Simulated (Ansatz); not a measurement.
**MgAl$_{23}$HO$_{36}$ (cell with a defect): density, localisation and related maps**

MgAl$_{23}$HO$_{36}$ (cell with a defect), 61 atoms, a = 8.33 Å, b = 8.55 Å, c = 8.55 Å, α = 115.07°, β = 99.34°, γ = 99.34°.

These are results of DFT PBE, scalar-relativistic, plane waves, PAW in Ansatz, not measurements.

In a PAW calculation such maps are meaningful between the atoms, not at the nuclei.

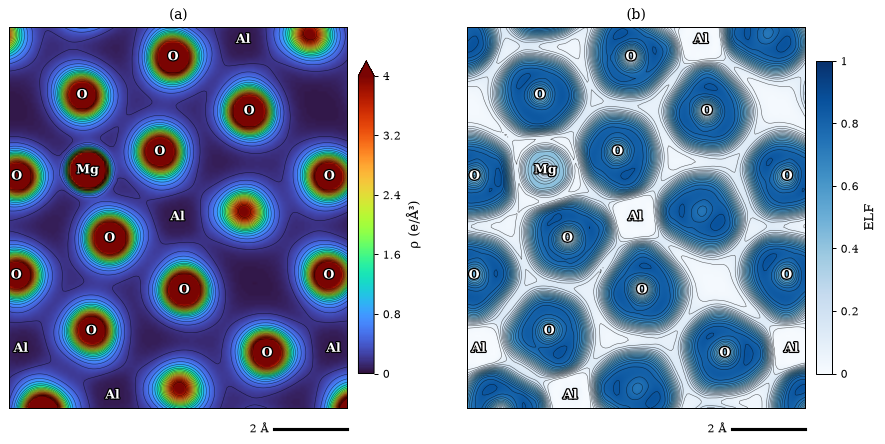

Figure 1. (a) valence pseudo-density; (b) electron localisation function on the (101̄) plane of the calculation cell.

Question: What do the fields say about this system?

Answer: Atoms in the plane: Mg, Al and O.
Atoms just off the plane (Al, 0.8 Å away and O, 0.4 Å away) can leave unmarked features too.
Mg–O (1.96 Å): the density is about 0.45 e/Å³ at the midpoint; the ELF peaks at about 0.85 in the valence shell of O, 0.6 Å from its nucleus, and is about 0.35 at the midpoint (a largely ionic contact).
Al–O (1.87 Å): ρ at the midpoint is about 0.63 e/Å³; the ELF peaks at about 0.85 in the valence shell of O, 0.7 Å from its nucleus, and is about 0.85 at the midpoint.

Al–O (1.98 Å): ρ is about 0.51 e/Å³ halfway; the ELF peaks at about 0.85 in the valence shell of O, 0.7 Å from its nucleus, and is about 0.75 at the midpoint.

Between the atoms the lowest density in this plane is 0.03 e/Å³.

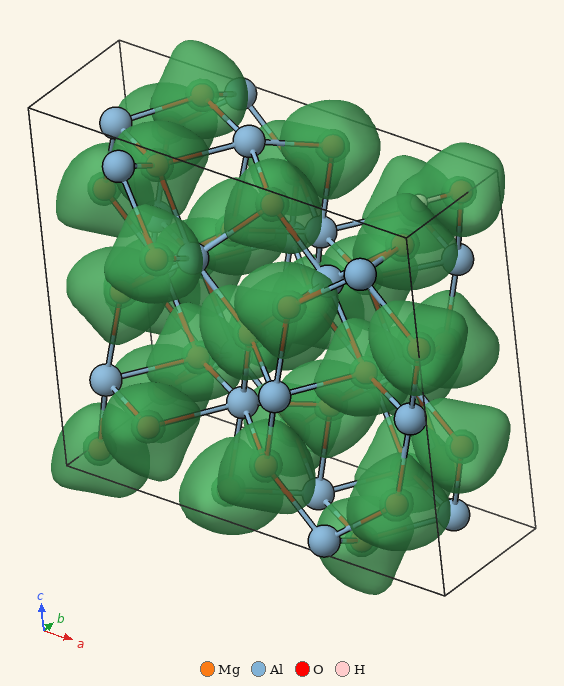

Figure 2. Isosurface of the ELF at 0.65 (green), seen slightly off an axis. Only the valence region is drawn (cores and ρ < 0.01 e/Å³ removed). Sticks mark near contacts.

Question: Identify the bonds, lone pairs and shells in this picture.

Answer: The ELF exceeds this value in 35 regions on O in which the atom's valence shell and bonds are merged and one joined region spread over several atoms (H, O), in which their bonds and any lone pairs are merged, counted in one cell of 61 atoms. Regions shared between cells count once.


O–H (1.00 Å): the ELF climbs to about 0.95 towards the hydrogen, as it does in any bond to H (a covalent bond by its length). Al–O (1.81 Å): the ELF peaks at about 0.85 in the valence shell of O, 0.7 Å from its nucleus, and is about 0.85 at the midpoint.

Question: Does the calculation make it a metal, or give it a gap?

Answer: It is gapped, with a Kohn–Sham gap of 6.6 eV on the k-point mesh, an upper bound to the gap of this method.
